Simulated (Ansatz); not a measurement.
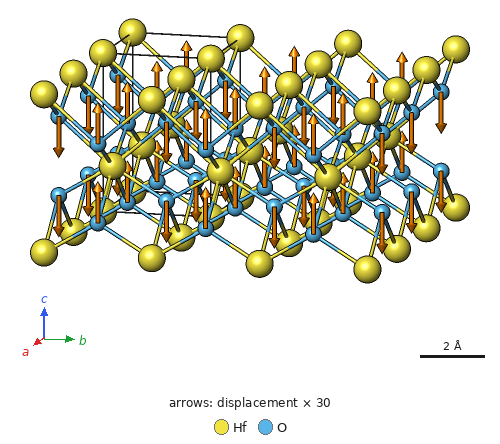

A relaxation of a crystal of HfO2 (set up in P4_2/nmc). The starting structure is drawn; orange arrows show the displacements (the part carried along by the change of the cell is left out), 30 times their true length.

A ball-and-stick model of the cell of the calculation, repeated 3 × 3 × 1 with one cell outlined, seen slightly off an axis.

Case: relaxed at 20 GPa.

Method: Ansatz 0.2.0, DFT PBE, scalar-relativistic, plane waves, PAW.

Input file:
```yaml
crystal:
  lattice:
    - [3.5076695115, 0.0, 0.0]
    - [0.0, 3.5076695115, 0.0]
    - [0.0, 0.0, 5.0594796084]
  atoms:
    - { symbol: Hf, position: [0.5, 0.5, 0.5] }
    - { symbol: Hf, position: [0.0, 0.0, 0.0] }
    - { symbol: O, position: [0.0, 0.5, 0.7044890633] }
    - { symbol: O, position: [0.5, 0.0, 0.7955109367] }
    - { symbol: O, position: [0.5, 0.0, 0.2955109367] }
    - { symbol: O, position: [0.0, 0.5, 0.2044890633] }
basis:
  ecutwfc: 420
kpoints:
  mp_grid: { grid: [6, 6, 4] }
hamiltonian:
  xc: pbe
scf:
  occupations: { method: gaussian, width: 0.02 }
output:
  forces: true
  stress: true
  eigenvalues: true
relax:
  adjacent_minimum: "off"
  f_tol: 0.008
  max_steps: 50
  cell: { stress_tol: 0.08, p_target: 20.0 }
```

Run as
```bash
ansatz run input.yaml --threads 1 --pin off --max-ram 2560MiB --backend cpu --events-out ev --progress --plain --runs-dir out
```

What happened in the run?

The largest moves relative to the cell, 0.045 Å, are those of O3, O4, O5 and O6. O3 goes along +c. Hf stays in place. The drawn cell changes as follows: a = b 3.508 → 3.520 Å (+0.4 %), c 5.059 → 5.039 Å (−0.4 %); the volume changes by +0.3 %. Among the contacts that change: Hf1–O4 2.305 → 2.277 Å, Hf1–O3 2.036 → 2.063 Å. Among the angles between lasting bonds that change: Hf2–O3–Hf2 99.1° → 101.3°. The space group stays P4_2/nmc (No. 137). Over 5 accepted moves (7 points after the start) the energy falls by 7.5 meV per atom. With the target pressure of 20 GPa, the enthalpy E + pV changes by −3.5 meV per atom. The largest force component goes from 0.21 to under 0.0001 eV/Å. The pressure goes from 23.24 to 20.00 GPa. At 2 points the geometry stayed and the basis and grid were re-selected for the new cell (energy shift of 0.2 meV per atom at most each time). Cost: 22 s on 1 thread of Intel(R) Xeon(R) 6975P-C (Granite Rapids), on a shared host, peak memory 0.42 GiB.
